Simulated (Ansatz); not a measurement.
Geometry relaxation, with input and output: C7O (part 2 of 3)

The same run, continued: C7O (slab, 8 atoms in the cell); DFT PBE+D3(BJ), scalar-relativistic, plane waves, PAW, no spin polarisation (Ansatz 0.2.0); cutoff 420 eV, 12×12×1 k-mesh, Gaussian smearing of 0.05 eV. The structure derives from an entry of the Crystallography Open Database. The input holds or restrains some coordinates. Forces given for the steps count only the free coordinates. It belongs to a series of runs on one base structure; here: CO put at a top C site.

Geometry of the input (Å; fractional positions):
```
2.4656  0.0000  0.0000
-1.2328  2.1342  0.0000
0.0000  0.0000  26.9343
C  0.6667  0.3334  0.3156
C  0.3333  0.6666  0.3156
C  0.1667  0.3334  0.4415
C  0.8333  0.6666  0.4415
C  0.6667  0.3334  0.5675
C  0.3333  0.6666  0.5675
C  0.3333  0.6666  0.6261
O  0.3333  0.6666  0.6688
```

**What the program printed, continued**
```
SCF iter   1: F=—  HF=-2321.952485 eV  |F-HF|=—  |Δ(HF+E_count)|=         —  Δρ=7.62e-3  dr2=3.30e-2  ethr=6.97e-4  p=-0.045 e·Å  D=-5.79e-2 V/Å  ΔV_dip=1.56 eV  dr2_dipole=1.37e-3  V_vac-E_F(+/−)=5.84/4.28 eV  ⟨swp⟩=3.3  Hψ=3113  notcnv=0  defer=120
efield: sawtooth ramp at fractional position 0.9722 (handed on by an earlier solve), width 0.0400; the density the first Hamiltonian is built on has a dipole p = -0.045 e·Å; the dipole correction subtracts the counter field D = -5.79e-2 V/Å, which shifts the + side's vacuum level by +1.56 eV against the − side's; the planar-averaged density in the ramp window peaks in size at 4.8e-6 e/Å³
preconditioner: auto → LDOS  [metal: Δε(μ)=0.044 eV  Ē_g=14.847 eV  σ=0.050 eV  W_gap=0.44  n_scr=18 (ndim 8)  ℏωp=18.2 eV  f_vac=0.467  D(μ)=0.48/eV (n_scr^D=6)  β→1.0]
SCF iter   2: F=—  HF=-2321.949323 eV  |F-HF|=—  |Δ(HF+E_count)|=   3.16e-3  Δρ=3.16e-3  dr2=1.84e-2  ethr=9.70e-5  p=-0.045 e·Å  D=-5.73e-2 V/Å  ΔV_dip=1.54 eV  dr2_dipole=1.42e-3  V_vac-E_F(+/−)=5.82/4.28 eV  ⟨swp⟩=2.4  Hψ=2385  notcnv=0  defer=126
SCF iter   3: F=—  HF=-2321.944246 eV  |F-HF|=—  |Δ(HF+E_count)|=   5.08e-3  Δρ=6.33e-4  dr2=1.43e-3  ethr=5.42e-5  p=-0.045 e·Å  D=-5.75e-2 V/Å  ΔV_dip=1.55 eV  dr2_dipole=1.39e-4  V_vac-E_F(+/−)=5.84/4.30 eV  ⟨swp⟩=2.0  Hψ=1826  notcnv=0  defer=126
SCF iter   4: F=—  HF=-2321.944024 eV  |F-HF|=—  |Δ(HF+E_count)|=   2.22e-4  Δρ=1.92e-4  dr2=2.63e-4  ethr=4.19e-6  p=-0.046 e·Å  D=-5.83e-2 V/Å  ΔV_dip=1.57 eV  dr2_dipole=9.77e-5  V_vac-E_F(+/−)=5.84/4.27 eV  ⟨swp⟩=2.0  Hψ=1336  notcnv=0  defer=126
SCF iter   5: F=—  HF=-2321.943993 eV  |F-HF|=—  |Δ(HF+E_count)|=   3.12e-5  Δρ=5.78e-5  dr2=1.13e-5  ethr=7.73e-7  p=-0.045 e·Å  D=-5.78e-2 V/Å  ΔV_dip=1.56 eV  dr2_dipole=2.71e-7  V_vac-E_F(+/−)=5.84/4.29 eV  ⟨swp⟩=2.0  Hψ=1309  notcnv=0  defer=126
SCF iter   6: F=—  HF=-2321.943980 eV  |F-HF|=—  |Δ(HF+E_count)|=   1.31e-5  Δρ=2.25e-5  dr2=1.64e-6  ethr=3.32e-8  p=-0.045 e·Å  D=-5.78e-2 V/Å  ΔV_dip=1.56 eV  dr2_dipole=5.54e-7  V_vac-E_F(+/−)=5.85/4.29 eV  ⟨swp⟩=2.1  Hψ=1564  notcnv=0  defer=126
iter 7 did not close the SCF: its close was put off until two iterations running show no level that it waits for move by more than its bar (scf_convergence_deferred on its scf_iter line)
SCF iter   7: F=-2321.943980 eV  HF=-2321.943980 eV  |F-HF|=8.84e-8  |Δ(HF+E_count)|=   1.07e-7  Δρ=6.90e-6  dr2=8.83e-8  ethr=2.94e-10  p=-0.045 e·Å  D=-5.78e-2 V/Å  ΔV_dip=1.56 eV  dr2_dipole=1.52e-8  V_vac-E_F(+/−)=5.85/4.29 eV  ⟨swp⟩=16.7  Hψ=9326  notcnv=0
iter 8 did not close the SCF: its close was put off until two iterations running show no level that it waits for move by more than its bar (scf_convergence_deferred on its scf_iter line)
SCF iter   8: F=-2321.943980 eV  HF=-2321.943980 eV  |F-HF|=5.39e-8  |Δ(HF+E_count)|=   1.04e-7  Δρ=2.08e-6  dr2=3.57e-9  ethr=2.60e-10  p=-0.045 e·Å  D=-5.78e-2 V/Å  ΔV_dip=1.56 eV  dr2_dipole=1.58e-10  V_vac-E_F(+/−)=5.85/4.29 eV  ⟨swp⟩=9.6  Hψ=7621  notcnv=0
SCF iter   9: F=-2321.943980 eV  HF=-2321.943980 eV  |F-HF|=1.39e-9  |Δ(HF+E_count)|=   5.33e-8  Δρ=6.24e-7  dr2=6.97e-10  ethr=1.05e-11  p=-0.045 e·Å  D=-5.78e-2 V/Å  ΔV_dip=1.56 eV  dr2_dipole=2.11e-11  V_vac-E_F(+/−)=5.85/4.29 eV  ⟨swp⟩=8.5  Hψ=6894  notcnv=0
SCF 17 converged in 9 iterations: F = -2321.943980 eV  dr2 = 6.97e-10
relax step  17: F+E_penalty+E_count = -2321.94398005 eV  Δ(F+E_penalty+E_count) = -1.341e-4 eV  max|allowed force component| = 2.460e-2 eV/Å  Δτ_max = 0.0465 Å  (9 SCF iters, accepted)
```

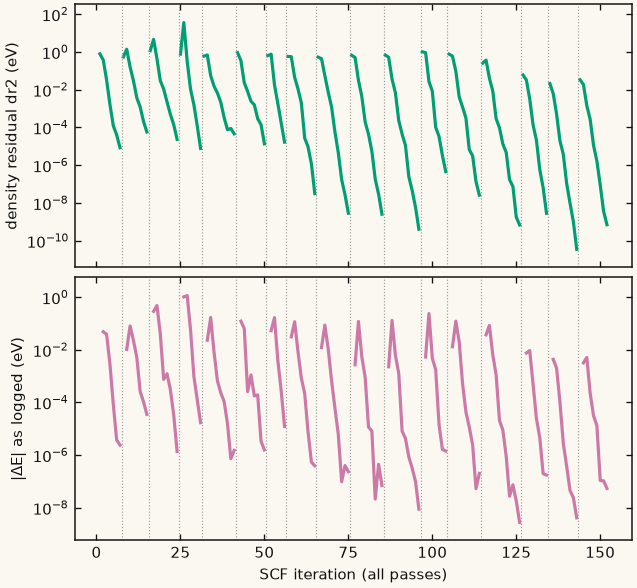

**Figure 1.** Convergence of the self-consistent field: density residual dr2 and size of the energy change against the SCF iteration. The dotted lines part the SCF passes of the relaxation: geometry steps, rejected trials and re-solves on a re-selected basis. The 17 passes take 6 to 12 iterations each, 152 in all.

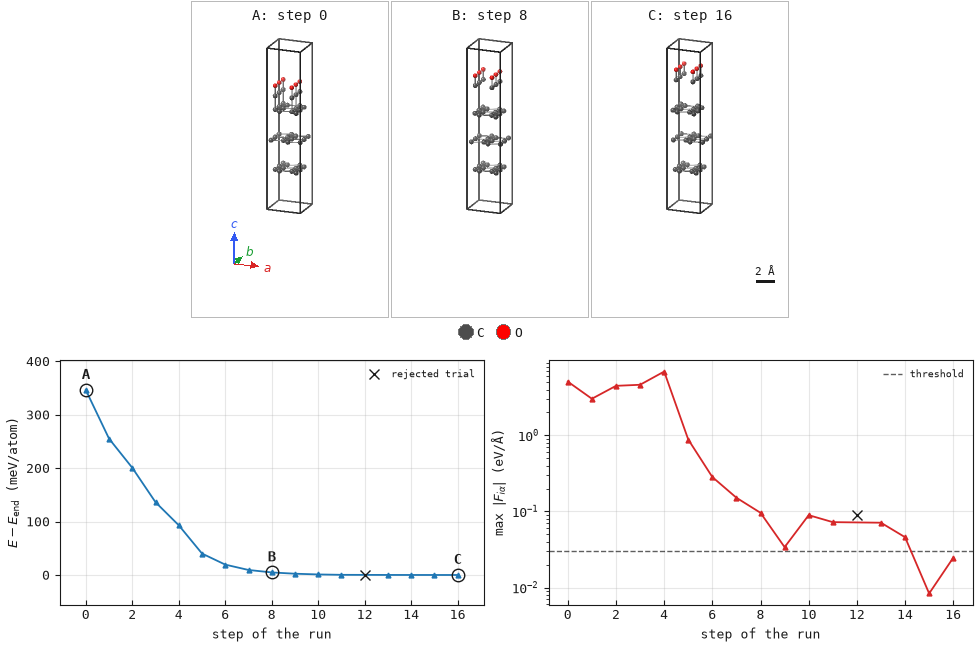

**Figure 2.** Frames of the restrained relaxation (ball-and-stick view of the 2 × 3 repeat of the cell, with the vacuum cut short, seen slightly off an axis) above the curves, on which the letters mark them (the first geometry is step 0 here and step 1 in the log).

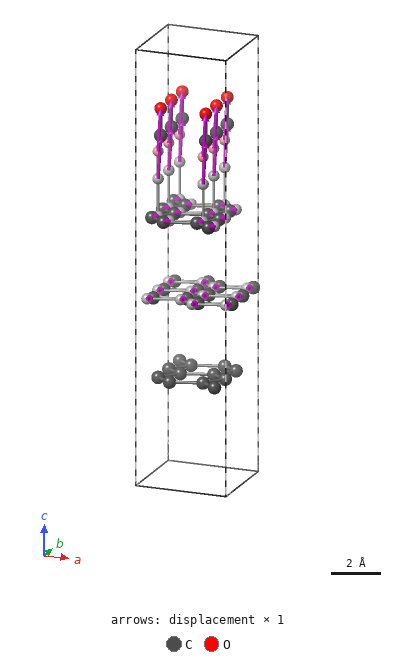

**Figure 3.** Start (faint) and end (solid) with the displacements as pink arrows, at true length (ball-and-stick view of the 2 × 3 repeat of the cell, with the vacuum cut short, seen slightly off an axis). After 16 geometry steps the energy has fallen by 346 meV per atom. Largest force component: 5.1 eV/Å at the start, 0.025 eV/Å at the end. The line search rejected the trial step at point 12 (counted from 0) and went back. The atom that moves furthest is C7 (1.81 Å). Largest moves by element: C 1.81 Å, O 1.79 Å. The cell stays as it was. Distances before and after: C6–C7 1.580 → 3.440 Å, C7–O8 1.150 → 1.134 Å. Bonds break: C6–C7 (1.58 → 3.44 Å). (Atoms are counted from 1 in the order of the input.)

```
WARN: The output density's exchange-correlation potential varies sharply where the density is thin. Do not read a vacuum level from v_tot or v_xc, or from such a field of the output density. On a cell that repeats whose density bears no net charge and no dipole along the vacuum's axis use v_es (v_loc + v_h of the components); under efield.dipole_correction with no amplitude use v_es + v_field, which holds any external_charges[].barrier, or the levels of the report's work_function block, which leave it out; under a non-zero efield.amplitude the vacuum is tilted and has no level; on a cell that repeats and bears such a dipole with no correction it is tilted too, and efield.dipole_correction with no amplitude gives each side of its ramp a level where efield: is served; in a cell that repeats whose density bears a net charge (total_charge, or a fill off its count) it is curved and has none; of a slab under crystal.periodic whose density bears no net charge use v_es, which has a level on each side, short of where the two are joined; of another it falls or rises all the way out and has none; of a slab beside external_charges read slab_vacuum_level instead, which it has where they leave it neutral. The grid or the basis barely resolves most such structure, and the values can differ between equally converged runs; as a rule a tighter scf.convergence.dr2_threshold does not remove it. Where the density itself ripples (under the LDA too) a higher basis.ecutwfc lessens it. The files hold the spikes' plane waves up to the density's cutoff. Files: v_tot_of_output_density and the like, and their columns of v_z.tsv (output.write_potential); v_xc_of_output_density and the like, and their columns of v_comp_z.tsv (output.write_potential_components). Measured: with its Gaussian average of σ = 0.25 Å subtracted twice, the exchange-correlation potential is over 0.1 eV at 5 of the grid points where the equally averaged density (valence and model cores) is under 1e-3 e/Å³, and 0.119 eV at the most among them, at an averaged density of 1.7e-7 e/Å³. See output.write_potential in the manual, Limitations
SCF converged after 9 iterations
Free energy (F): -2321.943980 eV
Harris-Foulkes:  -2321.943980 eV  (|F-HF|=1.39e-9)
Internal energy: -2321.943361 eV  (E = F + TS)
E sigma→0 (E₀):  -2321.943670 eV
Entropy (-TS):   -0.000619 eV (-0.077 meV/atom)
Fermi energy:    0.803972 eV
Dipole field:    D = -0.057837 V/Å  (p = -0.045301 e·Å, saw-weighted, corrected)
Work function:   Φ+ = 5.8461 eV   Φ− = 4.2883 eV
Levels:          The Fermi level and band energies are counted from a zero that moves with the ramp; work functions are not
--- Per-component energies (eV) ---
  E_band       = -287.661930
  E_kinetic    = 805.291493
  E_local      = -21079.179697  (includes V_loc(G=0)·N_el)
  E_nonlocal   = 242.279659
  E_hartree    = 10165.891750
  E_xc         = -407.055948
  E_vxc        = -506.369546  (∫ρ·V_xc dr)
  E_paw        = -853.304837  (= ΣΔE_a)
  E_vpaw       = -83.088253  (= ΣTr[D̂ρ^β])
  E_aug_tail   = 0.002486  (compensation charges beyond the density's cutoff)
  E_efield     = 0.001310  (sawtooth field / dipole correction)
  E_vefield    = 1.619570  (∫n·V_field dr)
  E_ewald      = 8805.195522
  E_disp       = -1.065099  (pairwise vdW)
  E_smearing   = -0.000619  (= −TS)
  E_closure    = 0.000000  (closes the sum)
  Σ components = -2321.943980   (vs F -2321.943980, Δ=0.00e0)
--- Forces (eV/Å), atoms counted from 1 ---
  atom   1  C      0.00000000     0.00875256    -0.00707633
  atom   2  C      0.00000000    -0.01023428     0.00878506
  atom   3  C      0.00000000     0.00472713     0.00014344
  atom   4  C      0.00000000    -0.00579871    -0.00129713
  atom   5  C      0.00000000     0.02460405     0.00150850
  atom   6  C      0.00000000    -0.02384846    -0.00215371
  atom   7  C      0.00000000     0.00200876     0.01326226
  atom   8  O      0.00000000    -0.00020857    -0.01314549
  max |Σ_I F_I| component: 2.66e-5 eV/Å
--- Band table (eV; the first three rows and the last of 43) ---
  k-point 0: bands = ["-24.2228", "-18.7474", "-18.6009", "-18.3416", "-9.7049", "-7.3342", "-6.6764", "-6.0740", "-5.4624", "-3.0340", "-3.0326", "-2.2169", "-2.2067", "-2.1419", "-2.1376", "-1.8842", "-1.8787", "4.3976", "5.6373", "6.1265", "6.4438", "7.4195", "7.8617", "7.9666", "7.9694"]
  k-point 1: bands = ["-24.1370", "-18.5826", "-18.4372", "-18.1779", "-9.5805", "-7.1353", "-6.4922", "-5.9351", "-5.4482", "-3.2290", "-3.1145", "-2.8591", "-2.7889", "-2.5566", "-2.5343", "-2.4815", "-2.2185", "4.6192", "5.8578", "6.3355", "6.6610", "7.4142", "7.7059", "7.8449", "8.0933"]
  k-point 2: bands = ["-23.8942", "-18.0899", "-17.9477", "-17.6886", "-9.2242", "-6.5486", "-6.1243", "-5.7498", "-5.1554", "-4.5012", "-4.4270", "-4.1705", "-3.5224", "-3.3524", "-3.3291", "-3.2770", "-3.0144", "5.2829", "6.2243", "6.5162", "6.9792", "7.3545", "7.5292", "8.2738", "8.7160"]
  k-point 42: bands = ["-22.7507", "-14.4472", "-14.3298", "-14.0704", "-9.7178", "-9.6262", "-9.3687", "-8.1433", "-8.0616", "-7.8049", "-7.7544", "-7.4077", "-5.5383", "-2.3503", "-2.1736", "-1.6903", "-1.1877", "2.4148", "3.4255", "3.8507", "4.0135", "4.3811", "10.2335", "10.9943", "11.7287"]
--- Relaxed structure (17 steps of the walk, 16 accepted, 0 SCFs on fresh bases) ---
  F+E_penalty+E_count = -2321.94398005 eV   max|allowed force component| = 2.460e-2 eV/Å
  atoms:
    - { symbol: C, position: [0.66669966235, 0.3333993247, 0.3155830804] }
    - { symbol: C, position: [0.33330033765, 0.6666006753, 0.3155830804] }
    - { symbol: C, position: [0.25987848877595343, 0.5197569775519066, 0.44113505226391786] }
    - { symbol: C, position: [0.92652035257081, 0.8530407051416198, 0.4411325569944174] }
    - { symbol: C, position: [0.574471669653323, 0.14894333930664588, 0.5670294376466519] }
    - { symbol: C, position: [0.24120336637592024, 0.4824067327518405, 0.5670227428759835] }
    - { symbol: C, position: [0.3731021357622759, 0.7462042715245518, 0.6930257834792654] }
    - { symbol: O, position: [0.3730155337084741, 0.7460310674169482, 0.7351386840617865] }
```

**Trajectory as extended XYZ (Å, eV, eV/Å), 17 frames, from step=1 to step=17**
```
8
Lattice="2.4656 0.0000 0.0000 -1.2328 2.1342 0.0000 0.0000 0.0000 26.9343" Properties=species:S:1:pos:R:3:forces:R:3 step=1 energy=-2319.17455
C     1.2328    0.7115    8.5000    0.0000  -0.0325  -0.0003
C     0.0000    1.4226    8.5000    0.0000   0.0325  -0.0003
C     0.0000    0.7115   11.8921    0.0000  -0.0479  -0.0141
C     1.2328    1.4226   11.8921    0.0000   0.0550  -0.0076
C     1.2328    0.7115   15.2843    0.0000  -0.0073  -5.0849
C     0.0000    1.4226   15.2843    0.0000   0.0055   1.4446
C     0.0000    1.4226   16.8643    0.0000  -0.0120   2.2651
O     0.0000    1.4226   18.0143    0.0000   0.0067   1.3982
8
Lattice="2.4656 0.0000 0.0000 -1.2328 2.1342 0.0000 0.0000 0.0000 26.9343" Properties=species:S:1:pos:R:3:forces:R:3 step=2 energy=-2319.90297
C     1.2328    0.7115    8.5000    0.0000   0.0021  -0.0218
C     0.0000    1.4226    8.5000    0.0000  -0.0028  -0.0195
C     0.0000    0.7468   11.7832    0.0000   0.0161   0.0223
C     1.2328    1.4584   11.7835    0.0000  -0.0101   0.0243
C     1.2328    0.6932   15.2099    0.0000  -0.0071  -3.0272
C     0.0000    1.4044   15.3479    0.0000   0.0071   0.7266
C     0.0000    1.4047   16.9793    0.0000  -0.0084   2.5466
O     0.0000    1.4057   18.1409    0.0000   0.0028  -0.2489
8
Lattice="2.4656 0.0000 0.0000 -1.2328 2.1342 0.0000 0.0000 0.0000 26.9343" Properties=species:S:1:pos:R:3:forces:R:3 step=3 energy=-2320.33917
C     1.2328    0.7115    8.5000    0.0000   0.0102  -0.0039
C     0.0000    1.4226    8.5000    0.0000  -0.0108  -0.0010
C     0.0000    0.7569   11.8717    0.0000  -0.0007  -0.0410
C     1.2328    1.4681   11.8723    0.0000   0.0151  -0.0366
C     1.2328    0.6893   15.0254    0.0000  -0.0260  -0.0559
C     0.0000    1.4005   15.2134    0.0000   0.0296  -1.5772
C     0.0000    1.4005   17.0792    0.0000  -0.0344  -2.7609
O     0.0000    1.4026   18.1922    0.0000   0.0170   4.4752
8
Lattice="2.4656 0.0000 0.0000 -1.2328 2.1342 0.0000 0.0000 0.0000 26.9343" Properties=species:S:1:pos:R:3:forces:R:3 step=4 energy=-2320.85445
C     1.2328    0.7115    8.5000    0.0000   0.0330   0.0030
C     0.0000    1.4226    8.5000    0.0000  -0.0361   0.0092
C     0.0000    0.7471   11.9418    0.0000  -0.0048  -0.1571
C     1.2328    1.4581   11.9426    0.0000   0.0361  -0.1389
C     1.2328    0.6951   14.8824    0.0000  -0.0899   0.8166
C     0.0000    1.4067   15.0160    0.0000   0.0747  -2.5900
C     0.0000    1.4047   17.1824    0.0000  -0.0238  -2.5628
O     0.0000    1.4085   18.2872    0.0000   0.0110   4.6226
```
